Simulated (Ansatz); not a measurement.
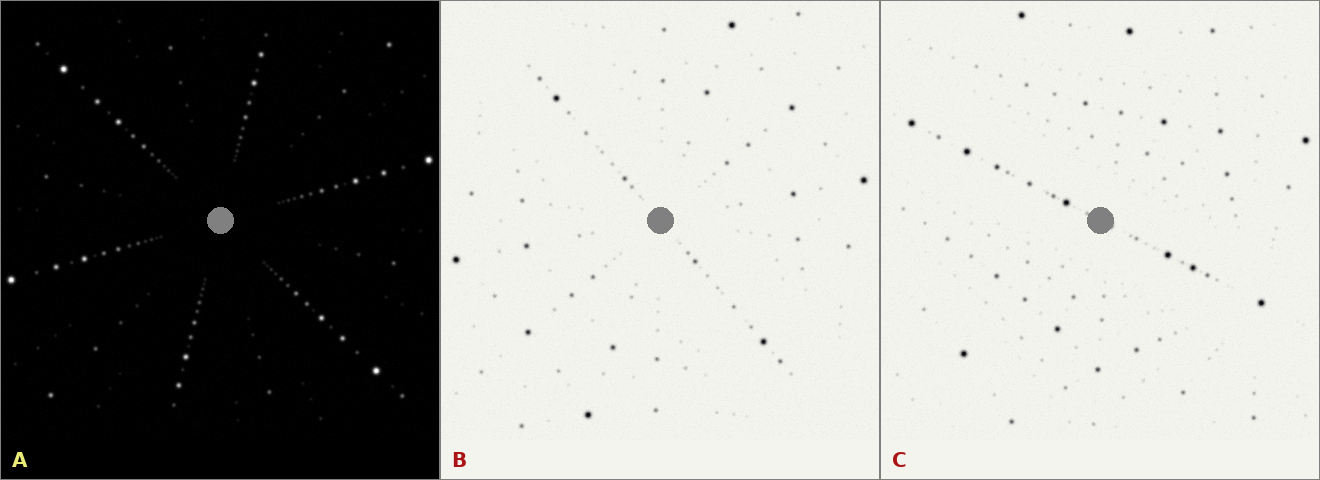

Simulated back-reflection Laue patterns (white X-rays, 0.45 to 2.2 Å, flat plate covering ±45° about the beam, kinematic intensities, seen from the source). Crystal: W, space group P6_3/mmc (No. 194), a = 2.753 Å, c = 4.892 Å (hexagonal axes). Structure: the input geometry of an electronic-structure calculation (not necessarily at equilibrium); the starting structure was generated, so it need not be a known form of this composition.

The directions [001], [210], [211] point towards the source, in some order. Which is which?

A: [001], symmetry 6mm (a sixfold axis with mirror lines). B: [210], symmetry 2mm (a twofold axis with two mirror lines). C: [211], symmetry m (one mirror line). The Laue class is 6/mmm.
